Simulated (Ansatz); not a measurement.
# Run report: TiAl, geometry relaxation

The run: geometry relaxation of TiAl (P4/mmm, 2 atoms in the cell). Method and program: DFT r2SCAN, scalar-relativistic, plane waves, PAW, no spin polarisation (Ansatz 0.2.0).

The structure derives from a Materials Project entry. Figures and captions count atoms from 1; the log counts them from 0 in places.

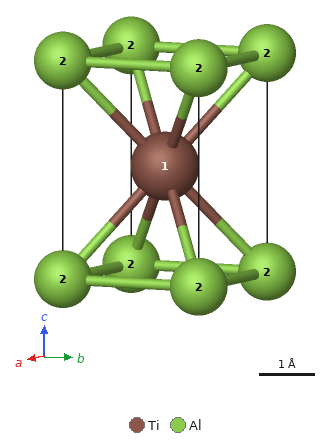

Figure 1. The structure as given in the input (ball-and-stick view of the cell of the calculation, seen at an oblique angle; atoms are numbered from 1 in the order of the input). An atom can appear more than once, as a periodic image.

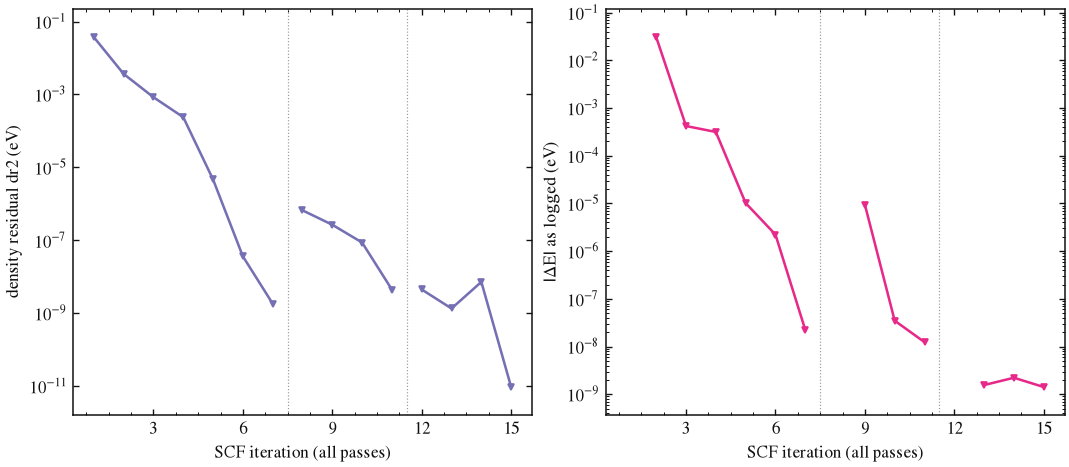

Figure 2. Convergence of the self-consistent field: density residual dr2 and size of the energy change against the SCF iteration. The dotted lines part the SCF passes of the relaxation: geometry steps, rejected trials and re-solves on a re-selected basis. The passes take 7, 4 and 4 iterations.

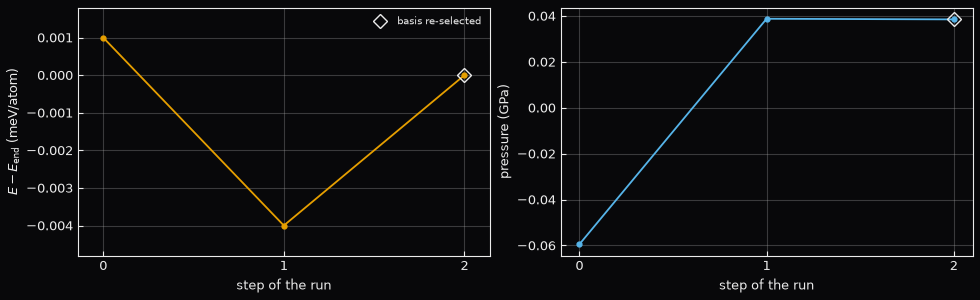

Figure 3. Progress of the relaxation, step by step (the first geometry is step 0 here and step 1 in the log). The atoms keep their places relative to the cell (all moves are under 0.005 Å). The volume changes by −0.1 %, with a = b 2.811 → 2.810 Å (0.0 %), c stays at 4.066 Å. The space group stays P4/mmm (No. 123). After 1 geometry step the energy has fallen by next to nothing (0.0 meV per atom). All forces vanish by symmetry, so only the cell relaxes. Pressure: −0.06 GPa at the start and 0.04 GPa at the end. A last SCF at the same geometry on a re-selected plane-wave basis shifts the energy by +0.0 meV per atom. (Atoms are counted from 1 in the order of the input.)

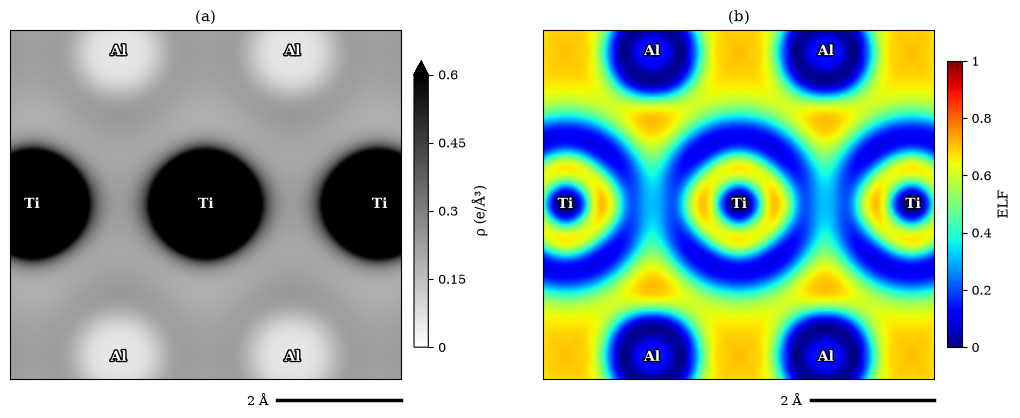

Figure 4. (a) valence charge density (pseudo); (b) electron localisation function on the (011̄) plane of the conventional cell. The section cuts through Ti and Al sites. Ti–Ti (2.81 Å): ρ at the midpoint is about 0.24 e/Å³; the ELF is about 0.30 at the midpoint; no localised pair between them. Al–Al (2.81 Å): ρ at the midpoint is about 0.23 e/Å³; the ELF peaks at about 0.70 between the atoms. Ti–Al (2.84 Å): the density is about 0.2 e/Å³ at the midpoint; the ELF is about 0.40 at the midpoint (metallic bonding. Away from the nuclei the density in this plane falls to 0.19 e/Å³ at its lowest. The strong features right at Ti lie inside the PAW spheres (semicore, d or f shells) and say nothing about bonding. In a PAW calculation such maps are meaningful between the atoms, not at the nuclei.

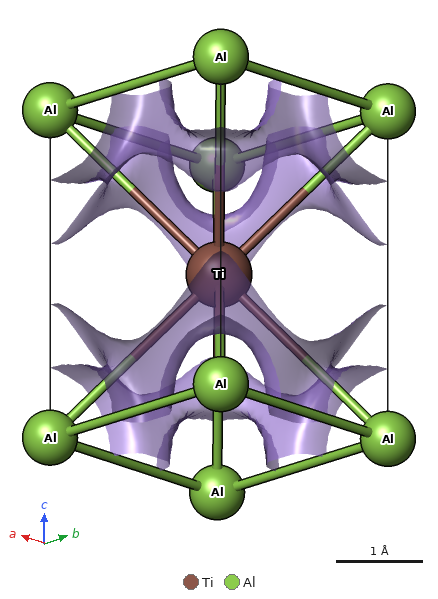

Figure 5. Isosurface of the ELF at 0.65 (purple), seen at an oblique angle. Core shells and regions of very low density are left out. Sticks mark near contacts. The outline is the cell set on symmetry axes. Along the contacts the grid gives the following. Ti–Ti (2.81 Å): the ELF is about 0.30 at the midpoint (no localised pair between them). Al–Al (2.81 Å): the ELF peaks at about 0.70 between the atoms.

These pictures come from the run below.

### The input
```yaml
crystal:
  lattice:
    - [2.81075181, 0.0, 0.0]
    - [0.0, 2.81075181, 0.0]
    - [0.0, 0.0, 4.06642192]
  atoms:
    - { symbol: Ti, position: [0.5, 0.5, 0.5] }
    - { symbol: Al, position: [0.0, 0.0, 0.0] }
basis:
  ecutwfc: 500
kpoints:
  mp_grid: { grid: [14, 14, 10] }
hamiltonian:
  xc: r2scan
scf:
  occupations: { method: gaussian, width: 0.1 }
output:
  forces: true
  stress: true
  eigenvalues: true
  write_density: true
  write_potential: true
  elf: true
  volumetric_format: npy
relax:
  adjacent_minimum: "off"
  f_tol: 0.005
  max_steps: 80
  cell: { stress_tol: 0.05 }
```

Launched with:
```bash
ansatz run input.yaml --threads 1 --pin off --max-ram 2560MiB --backend cpu --events-out ev --progress --plain --runs-dir out
```

### Output
```
Engine: ansatz 0.2.0, x86_64-unknown-linux-gnu
Pseudopotentials: kind: paw
Pseudopotential: Ti, paw, valence charge 12, recommended cutoff 500 eV (meta_gga), Ti.paw.azcp
Pseudopotential: Al, paw, valence charge 3, recommended cutoff 500 eV (meta_gga), Al.paw.azcp
Functional definition: r2SCAN
  parameter k0 = 0.174
  parameter k1 = 0.065
  parameter a1 = 4.9479
  exchange = r2scan_x(k0 = k0, k1 = k1, a1 = a1)
  correlation = r2scan_c
Crystal: 2 atoms, lattice volume = 32.126 Å³
Basis set: ecut = 500 eV, 815 PW (Γ), exchange–correlation on 96×96×120 points (64 copies of the dense FFT grid, shifted against one another)
Bands: 12, of which v1, the nominal top of the filled ones, is band 8 counted from 1 (7 counted from 0)
Symmetry: 16 space group operations
Space group: P4/mmm (ITA 123), of the structure as read, at distance tolerance 3.2e-5 Å
k-points: 216 of 1960
Non-local potential: Ti, projectors of the file, l = 0: 3, l = 1: 2, l = 2: 3, l = 3: 1
Non-local potential: Al, projectors of the file, l = 0: 2, l = 1: 2, l = 2: 1
PAW form: soft (Blöchl's): semilocal exchange-correlation on the pseudo side does not see the compensation charge
PAW frozen core: Ti, regenerated for the run's functional (the file was generated under x = pbe(κ = 0.804, μ = 0.2195149727645171), c = pbe(β = 0.06672455060314922))
PAW frozen core: Al, regenerated for the run's functional (the file was generated under x = pbe(κ = 0.804, μ = 0.2195149727645171), c = pbe(β = 0.06672455060314922))
PAW one-centre angular grid: Ti, 590 points (default); XC on 160 Gauss nodes
PAW one-centre angular grid: Al, 302 points (default); XC on 160 Gauss nodes
Initial density: superposition of atomic densities (neutral atoms: chi_scale 0, normalization atom), corrected by the library's trained network
Initial wavefunctions: pseudopotential atomic-orbital guess
Functional: x = r2scan, c = r2scan; τ floored in thin density (d = 2e-4 eV/Å³)
SCF iter   1: F=—  HF=-3045.657386 eV  |F-HF|=—  |Δ(HF+E_count)|=         —  Δρ=1.17e-2  dr2=3.72e-2  dr2_τ=1.89e-2  ethr=1.77e-3  ⟨swp⟩=4.9  Hψ=13182  notcnv=0
preconditioner: auto → none  [metal: Δε(μ)=0.016 eV  Ē_g=5.805 eV  σ=0.100 eV  W_gap=0.09  n_scr=6 (ndim 8)  ℏωp=17.3 eV  f_vac=0.000  D(μ)=1.56/eV (n_scr^D=14)  sad-step TF]
SCF iter   2: F=—  HF=-3045.688116 eV  |F-HF|=—  |Δ(HF+E_count)|=   3.07e-2  Δρ=4.16e-3  dr2=3.66e-3  dr2_τ=5.84e-4  ethr=2.48e-4  ⟨swp⟩=2.5  Hψ=6503  notcnv=0  defer=47
SCF iter   3: F=—  HF=-3045.688537 eV  |F-HF|=—  |Δ(HF+E_count)|=   4.21e-4  Δρ=1.92e-3  dr2=8.39e-4  dr2_τ=4.31e-5  ethr=2.44e-5  ⟨swp⟩=2.3  Hψ=3332  notcnv=0  defer=47
SCF iter   4: F=—  HF=-3045.688853 eV  |F-HF|=—  |Δ(HF+E_count)|=   3.16e-4  Δρ=8.60e-4  dr2=2.38e-4  dr2_τ=1.88e-5  ethr=5.59e-6  ⟨swp⟩=2.7  Hψ=3841  notcnv=0  defer=47
SCF iter   5: F=—  HF=-3045.688864 eV  |F-HF|=—  |Δ(HF+E_count)|=   1.02e-5  Δρ=1.84e-4  dr2=4.66e-6  dr2_τ=4.00e-7  ethr=1.58e-6  ⟨swp⟩=2.2  Hψ=3078  notcnv=0  defer=47
SCF iter   6: F=—  HF=-3045.688866 eV  |F-HF|=—  |Δ(HF+E_count)|=   2.23e-6  Δρ=1.59e-5  dr2=3.63e-8  dr2_τ=1.48e-9  ethr=6.67e-10  ⟨swp⟩=6.4  Hψ=14299  notcnv=0
SCF iter   7: F=-3045.688866 eV  HF=-3045.688866 eV  |F-HF|=2.37e-10  |Δ(HF+E_count)|=   2.24e-8  Δρ=2.66e-6  dr2=1.83e-9  dr2_τ=4.59e-11  ethr=2.42e-10  ⟨swp⟩=4.2  Hψ=12351  notcnv=0
SCF 1 converged in 7 iterations: F = -3045.688866 eV  dr2 = 1.83e-9
  greatest PAW one-centre occupation: 1.001 electrons in one spin orbital (limit 2), on the Ti atom at site 0 (counted from 0), in its partial waves of l = 1
relax step   1: F+E_penalty+E_count = -3045.68886590 eV  Δ(F+E_penalty+E_count) = +0.000e0 eV  max|allowed force component| = 1.011e-28 eV/Å  Δτ_max = 0.0000 Å  P = -0.059 GPa  Ω = 32.126 Å³  (7 SCF iters, dr2 threshold 1.00e-7 eV, accepted)
Crystal: 2 atoms, lattice volume = 32.100 Å³
Initial density: handed on by an earlier stage of this run
Initial wavefunctions: those handed on with the density
iter 1 solved again at ethr=3.98e-9 eV; its pass at ethr=3.10e-3 eV (dr2=5.97e-7 eV) is discarded
SCF iter   1: F=—  HF=-3045.688866 eV  |F-HF|=—  |Δ(HF+E_count)|=         —  Δρ=3.47e-5  dr2=6.64e-7  dr2_τ=5.32e-6  ethr=3.98e-9  ⟨swp⟩=2.0  Hψ=16101  notcnv=0
preconditioner: auto → none  [metal: Δε(μ)=0.013 eV  Ē_g=5.732 eV  σ=0.100 eV  W_gap=0.07  n_scr=6 (ndim 8)  ℏωp=17.3 eV  f_vac=0.000  D(μ)=1.58/eV (n_scr^D=14)]
SCF iter   2: F=—  HF=-3045.688876 eV  |F-HF|=—  |Δ(HF+E_count)|=   9.44e-6  Δρ=2.13e-5  dr2=2.67e-7  dr2_τ=1.08e-8  ethr=3.98e-9  ⟨swp⟩=2.0  Hψ=4239  notcnv=0
SCF iter   3: F=—  HF=-3045.688876 eV  |F-HF|=—  |Δ(HF+E_count)|=   3.49e-8  Δρ=1.61e-5  dr2=8.69e-8  dr2_τ=6.81e-9  ethr=1.78e-9  ⟨swp⟩=2.1  Hψ=3272  notcnv=0
SCF iter   4: F=-3045.688876 eV  HF=-3045.688876 eV  |F-HF|=2.21e-9  |Δ(HF+E_count)|=   1.24e-8  Δρ=5.00e-6  dr2=4.45e-9  dr2_τ=1.08e-9  ethr=7.30e-11  ⟨swp⟩=5.0  Hψ=12164  notcnv=0
SCF 2 converged in 4 iterations: F = -3045.688876 eV  dr2 = 4.45e-9
relax step   2: F+E_penalty+E_count = -3045.68887589 eV  Δ(F+E_penalty+E_count) = -9.991e-6 eV  max|allowed force component| = 7.889e-31 eV/Å  Δτ_max = 0.0000 Å  P = +0.039 GPa  Ω = 32.100 Å³  energy of the carried Pulay correction = +8.059e-6 eV  (4 SCF iters, dr2 threshold 1.09e-8 eV, accepted)
Initial wavefunctions: pseudopotential atomic-orbital guess (no wavefunctions were taken with the density)
iter 1 solved again at ethr=4.54e-9 eV; its pass at ethr=3.10e-3 eV (dr2=6.81e-7 eV) is discarded
SCF iter   1: F=—  HF=-3045.688868 eV  |F-HF|=—  |Δ(HF+E_count)|=         —  Δρ=5.18e-6  dr2=4.48e-9  dr2_τ=1.21e-9  ethr=4.54e-9  ⟨swp⟩=3.1  Hψ=20894  notcnv=0
preconditioner: auto → none  [metal: Δε(μ)=0.013 eV  Ē_g=5.731 eV  σ=0.100 eV  W_gap=0.07  n_scr=6 (ndim 8)  ℏωp=17.3 eV  f_vac=0.000  D(μ)=1.58/eV (n_scr^D=14)]
SCF iter   2: F=—  HF=-3045.688868 eV  |F-HF|=—  |Δ(HF+E_count)|=   1.56e-9  Δρ=2.52e-6  dr2=1.35e-9  dr2_τ=2.01e-10  ethr=2.99e-11  ⟨swp⟩=2.8  Hψ=3983  notcnv=0
SCF iter   3: F=—  HF=-3045.688868 eV  |F-HF|=—  |Δ(HF+E_count)|=   2.22e-9  Δρ=3.64e-6  dr2=7.22e-9  dr2_τ=2.36e-10  ethr=8.99e-12  ⟨swp⟩=2.0  Hψ=4032  notcnv=0  recentre
SCF iter   4: F=-3045.688868 eV  HF=-3045.688868 eV  |F-HF|=3.18e-12  |Δ(HF+E_count)|=   1.42e-9  Δρ=2.49e-7  dr2=9.49e-12  dr2_τ=1.15e-12  ethr=1.00e-12  ⟨swp⟩=4.0  Hψ=11706  notcnv=0
SCF 3 converged in 4 iterations: F = -3045.688868 eV  dr2 = 9.49e-12
relax step   3: F+E_penalty+E_count = -3045.68886844 eV  Δ(F+E_penalty+E_count) = +7.451e-6 eV  max|allowed force component| = 1.590e-30 eV/Å  Δτ_max = 0.0000 Å  P = +0.038 GPa  Ω = 32.100 Å³  stress off target by 4.04e-2 GPa  SCF on the basis re-selected at this cell (its energy is not comparable with the rows above)  (4 SCF iters)
basis re-selected at this cell: Δ(F+E_penalty+E_count) = +7.451e-6 eV, ΔP = -0.000 GPa vs the last step (what re-selecting the basis moved, of the pressure what is left beyond the Pulay correction that the steps carried, after the strain that the cell walked since its last selection, with what the two solves' SCF thresholds leave and, on support functions, any second-order correction that the steps lacked; it is no measure of the basis error at this ecutwfc). This SCF's stress stands 4.04e-2 GPa from its target on what of the cell is left free (relax.cell.stress_tol is 5.00e-2 GPa) and its largest allowed force component is 1.59e-30 eV/Å (relax.f_tol is 5.00e-3 eV/Å): within both
SCF converged after 4 iterations
Free energy (F): -3045.688868 eV
Harris-Foulkes:  -3045.688868 eV  (|F-HF|=3.18e-12)
Internal energy: -3045.680958 eV  (E = F + TS)
E sigma→0 (E₀):  -3045.684913 eV
Entropy (-TS):   -0.007910 eV (-3.955 meV/atom)
Fermi energy:    11.132237 eV
--- Per-component energies (eV) ---
  E_band       = -176.578230
  E_kinetic    = 297.207815
  E_local      = -1069.652327  (includes V_loc(G=0)·N_el)
  E_nonlocal   = 17.874867
  E_hartree    = 458.445109
  E_xc         = -130.326612
  E_vxc        = -164.831394  (∫ρ·V_xc dr)
  E_paw        = -1530.537955  (= ΣΔE_a)
  E_vpaw       = -184.406405  (= ΣTr[D̂ρ^β])
  E_aug_tail   = 0.000092  (compensation charges beyond the density's cutoff)
  E_vtau       = 10.338976  (kinetic-family band-sum trace: ∫τ·v_τ [+ j·A + Jᵃ·Aᵃ] dr)
  E_ewald      = -1088.378381
  E_core_change = -0.313565  (= ΣΔE_core)
  E_smearing   = -0.007910  (= −TS)
  E_closure    = 0.000000  (closes the sum)
  Σ components = -3045.688868   (vs F -3045.688868, Δ=0.00e0)
--- Forces (eV/Å), atoms counted from 1 ---
  atom   1  Ti    -0.00000000    -0.00000000     0.00000000
  atom   2  Al    -0.00000000     0.00000000     0.00000000
  max |Σ_I F_I| component: 3.18e-30 eV/Å
--- Stress (GPa, compression-positive) ---
        0.037518       0.000000       0.000000
        0.000000       0.037518       0.000000
        0.000000       0.000000       0.040448
  P = ⅓ Tr σ = 0.0385 GPa (0.385 kbar)
--- Band table (eV; the first three rows and the last of 216) ---
  k-point 0: bands = ["-47.8443", "-23.2012", "-22.7150", "-22.7150", "1.4696", "9.1239", "10.1481", "10.5899", "13.5136", "13.5136", "14.8543", "17.7127"]
  k-point 1: bands = ["-47.8443", "-23.2030", "-22.7150", "-22.7150", "1.5663", "8.6353", "10.1645", "10.8796", "13.4748", "13.4748", "14.8557", "18.0043"]
  k-point 2: bands = ["-47.8441", "-23.2079", "-22.7148", "-22.7148", "1.8475", "7.6912", "10.2081", "11.3006", "13.3773", "13.3773", "14.8591", "18.7695"]
  k-point 215: bands = ["-47.7167", "-23.1627", "-23.1627", "-23.0893", "8.5111", "8.7155", "8.7155", "13.3204", "13.5130", "13.7977", "15.4449", "15.4449"]
--- Relaxed structure (2 steps of the walk, 2 accepted, 1 SCFs on fresh bases) ---
  F+E_penalty+E_count = -3045.68886844 eV   max|allowed force component| = 1.590e-30 eV/Å   (the final SCF, on the basis selected at the relaxed cell)
  cell:  # Å, volume = 32.1001 Å³
    - [2.8098424334626575, 2.1285663182008866e-35, 0.0]
    - [0.0, 2.8098424334626575, 0.0]
    - [0.0, 0.0, 4.0657672964212495]
  atoms:
    - { symbol: Ti, position: [0.5, 0.5, 0.5] }
    - { symbol: Al, position: [0.0, 0.0, 0.0] }
```

### Trajectory as extended XYZ (Å, eV, eV/Å), 3 frames, from step=1 to step=3
```
2
Lattice="2.8108 0.0000 0.0000 0.0000 2.8108 0.0000 0.0000 0.0000 4.0664" Properties=species:S:1:pos:R:3:forces:R:3 step=1 energy=-3045.68887 pressure_GPa=-0.06
Ti    1.4054    1.4054    2.0332    0.0000   0.0000   0.0000
Al    0.0000    0.0000    0.0000    0.0000   0.0000   0.0000
2
Lattice="2.8098 0.0000 0.0000 0.0000 2.8098 0.0000 0.0000 0.0000 4.0658" Properties=species:S:1:pos:R:3:forces:R:3 step=2 energy=-3045.68888 pressure_GPa=0.04
Ti    1.4049    1.4049    2.0329    0.0000   0.0000   0.0000
Al    0.0000    0.0000    0.0000    0.0000   0.0000   0.0000
2
Lattice="2.8098 0.0000 0.0000 0.0000 2.8098 0.0000 0.0000 0.0000 4.0658" Properties=species:S:1:pos:R:3:forces:R:3 step=3 energy=-3045.68887 pressure_GPa=0.04
Ti    1.4049    1.4049    2.0329    0.0000   0.0000   0.0000
Al    0.0000    0.0000    0.0000    0.0000   0.0000   0.0000
```

### Results in brief

- outcome: converged
- space group (tolerance 0.01 Å): P4/mmm (123)
- electrons treated: 15
- free energy: −3045.6889 eV
- Fermi energy: 11.132 eV
- gap on the k-point mesh: none (metallic)
- pressure: 0.04 GPa
- final volume: 32.10 Å³
- largest force (length of the vector) at the end: under 0.001 eV/Å
- final cell: a = 2.810 Å, b = 2.810 Å, c = 4.066 Å, α = 90.00°, β = 90.00°, γ = 90.00°
- hardware: 1 thread of AMD EPYC (Zen 3), 189 GiB of memory available, shared host
- wall time: 84 s
- peak memory: 0.51 GiB
